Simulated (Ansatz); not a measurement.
## Run report: HfN, geometry relaxation (part 1 of 2)

HfN (Fm-3m, 2 atoms in the cell), computed with DFT PBEsol, scalar-relativistic, plane waves, PAW, no spin polarisation (Ansatz 0.2.0).

The structure was built on a prototype by a generator; it need not be a known phase.

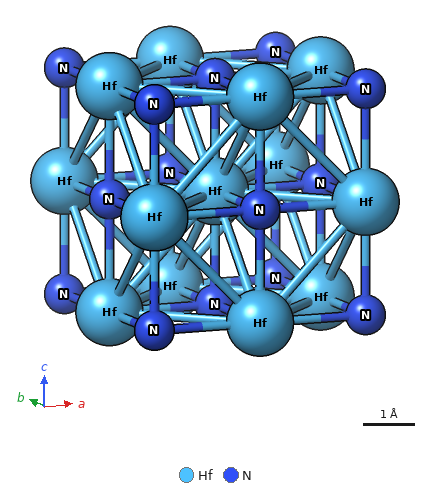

**Figure 1.** The structure as given in the input (ball-and-stick view of the cell 4 times as large as that of the calculation, set on its symmetry axes, seen slightly off an axis). Near neighbours in the crystal (not all of them lie inside the picture): Hf has 12 Hf at 3.19 Å and 6 N at 2.26 Å; N has 6 Hf at 2.26 Å.

## Key numbers

- outcome: converged
- space group (tolerance 0.01 Å): Fm-3m (225)
- electrons treated: 31
- free energy: −15980.2512 eV
- Fermi energy: 23.968 eV
- gap on the k-point mesh: none (metallic)
- pressure: 0.00 GPa
- final volume: 22.80 Å³
- largest force (length of the vector) at the end: under 0.001 eV/Å
- final cell: a = 3.183 Å, b = 3.183 Å, c = 3.183 Å, α = 60.00°, β = 60.00°, γ = 60.00°
- hardware: 2 threads of Intel Xeon (Granite Rapids), 64 GiB of memory available, shared host
- wall time: 6.8 s (CPU time 13 s)
- peak memory: 0.51 GiB

Spin–orbit coupling is left out, which matters for Hf. The cell holds an odd number of electrons but the run has no spin polarisation, so it comes out as a metal.

## Input
```yaml
crystal:
  lattice:
    - [0.0, 2.2590026142, 2.2590026142]
    - [2.2590026142, 0.0, 2.2590026142]
    - [2.2590026142, 2.2590026142, 0.0]
  atoms:
    - { symbol: Hf, position: [0.5, 0.5, 0.5] }
    - { symbol: "N", position: [0.0, 0.0, 0.0] }
basis:
  ecutwfc: 420
kpoints:
  mp_grid: { grid: [16, 16, 16] }
hamiltonian:
  xc: pbesol
scf:
  occupations: { method: gaussian, width: 0.1 }
output:
  forces: true
  stress: true
  eigenvalues: true
relax:
  adjacent_minimum: "off"
  f_tol: 0.005
  max_steps: 80
  cell: { stress_tol: 0.05 }
```

Launched with:
```bash
ansatz run input.yaml --threads 2 --pin off --max-ram 4096MiB --backend cpu --events-out ev --progress --plain --runs-dir out
```

## Log
```
Engine: ansatz 0.2.0, x86_64-unknown-linux-gnu
Pseudopotentials: kind: paw
Pseudopotential: Hf, paw, valence charge 26, recommended cutoff 420 eV (normal), Hf.paw.azcp
Pseudopotential: N, paw, valence charge 5, recommended cutoff 420 eV (normal), N.paw.azcp
Functional definition: PBEsol
  exchange = pbesol_x
  correlation = pbesol_c
Crystal: 2 atoms, lattice volume = 23.056 Å³
Basis set: ecut = 420 eV, 459 PW (Γ), exchange–correlation on 48×48×48 points (8 copies of the dense FFT grid, shifted against one another)
Bands: 20, of which v1, the nominal top of the filled ones, is band 16 counted from 1 (15 counted from 0)
Symmetry: 48 space group operations
Space group: Fm-3m (ITA 225), of the structure as read, at distance tolerance 2.8e-5 Å
k-points: 145 of 4096
Non-local potential: Hf, projectors of the file, l = 0: 3, l = 1: 2, l = 2: 2, l = 3: 3
Non-local potential: N, projectors of the file, l = 0: 2, l = 1: 2, l = 2: 1
PAW form: soft (Blöchl's): semilocal exchange-correlation on the pseudo side does not see the compensation charge
PAW frozen core: Hf, regenerated for the run's functional, and the local potential with it (the file was generated under x = pbe(κ = 0.804, μ = 0.2195149727645171), c = pbe(β = 0.06672455060314922))
PAW frozen core: N, regenerated for the run's functional, and the local potential with it (the file was generated under x = pbe(κ = 0.804, μ = 0.2195149727645171), c = pbe(β = 0.06672455060314922))
PAW one-centre angular grid: Hf, 590 points (default); XC on 64 Gauss nodes
PAW one-centre angular grid: N, 110 points (default); XC on 64 Gauss nodes
Initial density: superposition of atomic densities (neutral atoms: chi_scale 0, normalization atom), corrected by the library's trained network
Initial wavefunctions: pseudopotential atomic-orbital guess
Functional: x = pbesol(κ = 0.804, μ = 0.12345679012345678), c = pbesol(β = 0.046)
SCF iter   1: F=—  HF=-15980.252766 eV  |F-HF|=—  |Δ(HF+E_count)|=         —  Δρ=8.31e-3  dr2=1.40e-2  ethr=1.77e-3  ⟨swp⟩=4.9  Hψ=12100  notcnv=0
preconditioner: auto → Kerker (q_TF=auto, 2.866 Å⁻¹)  [metal: Δε(μ)=0.004 eV  Ē_g=18.958 eV  σ=0.100 eV  W_gap=0.02  n_scr=14 (ndim 8)  ℏωp=41.6 eV  f_vac=0.000  D(μ)=0.63/eV (n_scr^D=0)]
SCF iter   2: F=—  HF=-15980.248969 eV  |F-HF|=—  |Δ(HF+E_count)|=   3.80e-3  Δρ=2.35e-3  dr2=9.31e-4  ethr=4.50e-5  ⟨swp⟩=1.8  Hψ=4383  notcnv=0
SCF iter   3: F=—  HF=-15980.248754 eV  |F-HF|=—  |Δ(HF+E_count)|=   2.16e-4  Δρ=8.74e-4  dr2=1.21e-4  ethr=3.00e-6  ⟨swp⟩=2.0  Hψ=3360  notcnv=0
SCF iter   4: F=—  HF=-15980.248739 eV  |F-HF|=—  |Δ(HF+E_count)|=   1.48e-5  Δρ=3.29e-4  dr2=1.61e-5  ethr=3.89e-7  ⟨swp⟩=2.0  Hψ=5103  notcnv=0
SCF iter   5: F=—  HF=-15980.248712 eV  |F-HF|=—  |Δ(HF+E_count)|=   2.68e-5  Δρ=9.42e-5  dr2=1.31e-6  ethr=5.20e-8  ⟨swp⟩=2.3  Hψ=5194  notcnv=0
SCF iter   6: F=—  HF=-15980.248713 eV  |F-HF|=—  |Δ(HF+E_count)|=   1.55e-6  Δρ=1.93e-5  dr2=5.85e-8  ethr=3.23e-10  ⟨swp⟩=5.1  Hψ=14661  notcnv=0
SCF iter   7: F=-15980.248713 eV  HF=-15980.248713 eV  |F-HF|=1.48e-8  |Δ(HF+E_count)|=   1.08e-7  Δρ=5.00e-6  dr2=4.24e-9  ethr=1.89e-10  ⟨swp⟩=5.0  Hψ=10918  notcnv=0
SCF 1 converged in 7 iterations: F = -15980.248713 eV  dr2 = 4.24e-9
  greatest PAW one-centre occupation: 0.998 electrons in one spin orbital (limit 2), on the Hf atom at site 0 (counted from 0), in its partial waves of l = 3
relax step   1: F+E_penalty+E_count = -15980.24871335 eV  Δ(F+E_penalty+E_count) = +0.000e0 eV  max|allowed force component| = 1.141e-28 eV/Å  Δτ_max = 0.0000 Å  P = -3.039 GPa  Ω = 23.056 Å³  (7 SCF iters, dr2 threshold 1.00e-7 eV, accepted)
Crystal: 2 atoms, lattice volume = 22.676 Å³
Initial density: handed on by an earlier stage of this run
Initial wavefunctions: those handed on with the density
iter 1 solved again at ethr=3.78e-6 eV; its pass at ethr=3.10e-3 eV (dr2=1.17e-3 eV) is discarded
SCF iter   1: F=—  HF=-15980.251889 eV  |F-HF|=—  |Δ(HF+E_count)|=         —  Δρ=2.26e-3  dr2=1.13e-3  ethr=3.78e-6  ⟨swp⟩=2.2  Hψ=14330  notcnv=0
preconditioner: auto → Kerker (q_TF=auto, 2.874 Å⁻¹)  [metal: Δε(μ)=0.013 eV  Ē_g=19.062 eV  σ=0.100 eV  W_gap=0.07  n_scr=14 (ndim 8)  ℏωp=42.0 eV  f_vac=0.000  D(μ)=0.61/eV (n_scr^D=0)]
SCF iter   2: F=—  HF=-15980.251639 eV  |F-HF|=—  |Δ(HF+E_count)|=   2.50e-4  Δρ=5.27e-4  dr2=6.05e-5  ethr=3.64e-6  ⟨swp⟩=2.0  Hψ=3892  notcnv=0
SCF iter   3: F=—  HF=-15980.251631 eV  |F-HF|=—  |Δ(HF+E_count)|=   7.95e-6  Δρ=2.64e-4  dr2=1.37e-5  ethr=1.95e-7  ⟨swp⟩=2.0  Hψ=4704  notcnv=0
SCF iter   4: F=—  HF=-15980.251632 eV  |F-HF|=—  |Δ(HF+E_count)|=   7.00e-7  Δρ=1.66e-4  dr2=6.45e-6  ethr=4.43e-8  ⟨swp⟩=2.0  Hψ=4640  notcnv=0
SCF iter   5: F=—  HF=-15980.251629 eV  |F-HF|=—  |Δ(HF+E_count)|=   3.07e-6  Δρ=2.90e-5  dr2=1.94e-7  ethr=6.45e-10  ⟨swp⟩=3.8  Hψ=13586  notcnv=0
SCF iter   6: F=-15980.251629 eV  HF=-15980.251629 eV  |F-HF|=7.27e-8  |Δ(HF+E_count)|=   3.06e-7  Δρ=1.42e-5  dr2=3.37e-8  ethr=6.25e-10  ⟨swp⟩=5.2  Hψ=12126  notcnv=0
SCF 2 converged in 6 iterations: F = -15980.251629 eV  dr2 = 3.37e-8
relax step   2: F+E_penalty+E_count = -15980.25162889 eV  Δ(F+E_penalty+E_count) = -2.916e-3 eV  max|allowed force component| = 2.459e-29 eV/Å  Δτ_max = 0.0000 Å  P = +1.690 GPa  Ω = 22.676 Å³  energy of the carried Pulay correction = +1.237e-3 eV  (6 SCF iters, dr2 threshold 2.00e-7 eV, accepted)
Crystal: 2 atoms, lattice volume = 22.810 Å³
iter 1 solved again at ethr=5.01e-7 eV; its pass at ethr=3.10e-3 eV (dr2=1.55e-4 eV) is discarded
SCF iter   1: F=—  HF=-15980.251917 eV  |F-HF|=—  |Δ(HF+E_count)|=         —  Δρ=8.11e-4  dr2=1.47e-4  ethr=5.01e-7  ⟨swp⟩=2.0  Hψ=14002  notcnv=0
preconditioner: auto → Kerker (q_TF=auto, 2.871 Å⁻¹)  [metal: Δε(μ)=0.010 eV  Ē_g=19.045 eV  σ=0.100 eV  W_gap=0.06  n_scr=14 (ndim 8)  ℏωp=41.9 eV  f_vac=0.000  D(μ)=0.62/eV (n_scr^D=0)]
SCF iter   2: F=—  HF=-15980.251883 eV  |F-HF|=—  |Δ(HF+E_count)|=   3.45e-5  Δρ=1.81e-4  dr2=7.35e-6  ethr=4.76e-7  ⟨swp⟩=2.0  Hψ=3878  notcnv=0
SCF iter   3: F=—  HF=-15980.251883 eV  |F-HF|=—  |Δ(HF+E_count)|=   6.73e-8  Δρ=9.20e-5  dr2=1.70e-6  ethr=2.37e-8  ⟨swp⟩=2.0  Hψ=4920  notcnv=0
SCF iter   4: F=—  HF=-15980.251883 eV  |F-HF|=—  |Δ(HF+E_count)|=   1.08e-7  Δρ=5.94e-5  dr2=8.29e-7  ethr=5.49e-9  ⟨swp⟩=2.0  Hψ=4640  notcnv=0
SCF iter   5: F=-15980.251882 eV  HF=-15980.251882 eV  |F-HF|=2.08e-8  |Δ(HF+E_count)|=   3.67e-7  Δρ=9.42e-6  dr2=2.11e-8  ethr=6.45e-10  ⟨swp⟩=3.3  Hψ=12278  notcnv=0
SCF 3 converged in 5 iterations: F = -15980.251882 eV  dr2 = 2.11e-8
relax step   3: F+E_penalty+E_count = -15980.25188236 eV  Δ(F+E_penalty+E_count) = -2.535e-4 eV  max|allowed force component| = 1.565e-29 eV/Å  Δτ_max = 0.0000 Å  P = -0.027 GPa  Ω = 22.810 Å³  energy of the carried Pulay correction = +7.976e-4 eV  (5 SCF iters, dr2 threshold 2.00e-7 eV, accepted)
Initial wavefunctions: pseudopotential atomic-orbital guess (no wavefunctions were taken with the density)
iter 1 solved again at ethr=8.29e-9 eV; its pass at ethr=3.10e-3 eV (dr2=2.57e-6 eV) is discarded
SCF iter   1: F=—  HF=-15980.251144 eV  |F-HF|=—  |Δ(HF+E_count)|=         —  Δρ=5.83e-5  dr2=1.49e-7  ethr=8.29e-9  ⟨swp⟩=3.7  Hψ=21473  notcnv=0
preconditioner: auto → Kerker (q_TF=auto, 2.871 Å⁻¹)  [metal: Δε(μ)=0.011 eV  Ē_g=19.042 eV  σ=0.100 eV  W_gap=0.06  n_scr=14 (ndim 8)  ℏωp=41.9 eV  f_vac=0.000  D(μ)=0.61/eV (n_scr^D=0)]
SCF iter   2: F=—  HF=-15980.251142 eV  |F-HF|=—  |Δ(HF+E_count)|=   1.69e-6  Δρ=3.05e-5  dr2=4.85e-8  ethr=4.80e-10  ⟨swp⟩=2.0  Hψ=4599  notcnv=0
SCF iter   3: F=—  HF=-15980.251142 eV  |F-HF|=—  |Δ(HF+E_count)|=   2.49e-8  Δρ=1.55e-5  dr2=1.04e-8  ethr=1.57e-10  ⟨swp⟩=2.0  Hψ=5044  notcnv=0
SCF iter   4: F=—  HF=-15980.251142 eV  |F-HF|=—  |Δ(HF+E_count)|=   1.16e-8  Δρ=2.24e-6  dr2=5.49e-10  ethr=3.37e-11  ⟨swp⟩=2.0  Hψ=5160  notcnv=0
SCF iter   5: F=—  HF=-15980.251142 eV  |F-HF|=—  |Δ(HF+E_count)|=  1.02e-10  Δρ=1.23e-6  dr2=1.69e-10  ethr=1.77e-12  ⟨swp⟩=2.0  Hψ=5159  notcnv=0
SCF iter   6: F=-15980.251142 eV  HF=-15980.251142 eV  |F-HF|=1.82e-12  |Δ(HF+E_count)|=  5.09e-11  Δρ=1.87e-7  dr2=4.40e-12  ethr=1.00e-12  ⟨swp⟩=4.5  Hψ=15215  notcnv=0
SCF 4 converged in 6 iterations: F = -15980.251142 eV  dr2 = 4.40e-12
relax step   4: F+E_penalty+E_count = -15980.25114186 eV  Δ(F+E_penalty+E_count) = +7.405e-4 eV  max|allowed force component| = 2.952e-29 eV/Å  Δτ_max = 0.0000 Å  P = -0.070 GPa  Ω = 22.810 Å³  stress off target by 6.98e-2 GPa  SCF on the basis re-selected at this cell (its energy is not comparable with the rows above)  (6 SCF iters)
basis re-selected at this cell: Δ(F+E_penalty+E_count) = +7.405e-4 eV, ΔP = -0.043 GPa vs the last step (what re-selecting the basis moved, of the pressure what is left beyond the Pulay correction that the steps carried, after the strain that the cell walked since its last selection, with what the two solves' SCF thresholds leave and, on support functions, any second-order correction that the steps lacked; it is no measure of the basis error at this ecutwfc). This SCF's stress stands 6.98e-2 GPa from its target on what of the cell is left free (relax.cell.stress_tol is 5.00e-2 GPa) and its largest allowed force component is 2.95e-29 eV/Å (relax.f_tol is 5.00e-3 eV/Å): not within both, so this SCF does not close the relaxation
Crystal: 2 atoms, lattice volume = 22.805 Å³
iter 1 solved again at ethr=8.34e-10 eV; its pass at ethr=3.10e-3 eV (dr2=2.58e-7 eV) is discarded
SCF iter   1: F=—  HF=-15980.251163 eV  |F-HF|=—  |Δ(HF+E_count)|=         —  Δρ=3.32e-5  dr2=2.46e-7  ethr=8.34e-10  ⟨swp⟩=2.0  Hψ=13960  notcnv=0
preconditioner: auto → Kerker (q_TF=auto, 2.872 Å⁻¹)  [metal: Δε(μ)=0.011 eV  Ē_g=19.043 eV  σ=0.100 eV  W_gap=0.06  n_scr=14 (ndim 8)  ℏωp=41.9 eV  f_vac=0.000  D(μ)=0.61/eV (n_scr^D=0)]
SCF iter   2: F=—  HF=-15980.251161 eV  |F-HF|=—  |Δ(HF+E_count)|=   1.79e-6  Δρ=7.62e-6  dr2=1.27e-8  ethr=7.95e-10  ⟨swp⟩=2.0  Hψ=3861  notcnv=0
SCF iter   3: F=-15980.251161 eV  HF=-15980.251161 eV  |F-HF|=7.22e-10  |Δ(HF+E_count)|=  5.55e-10  Δρ=3.84e-6  dr2=2.92e-9  ethr=3.93e-11  ⟨swp⟩=4.5  Hψ=10533  notcnv=0
SCF 5 converged in 3 iterations: F = -15980.251161 eV  dr2 = 2.92e-9
```
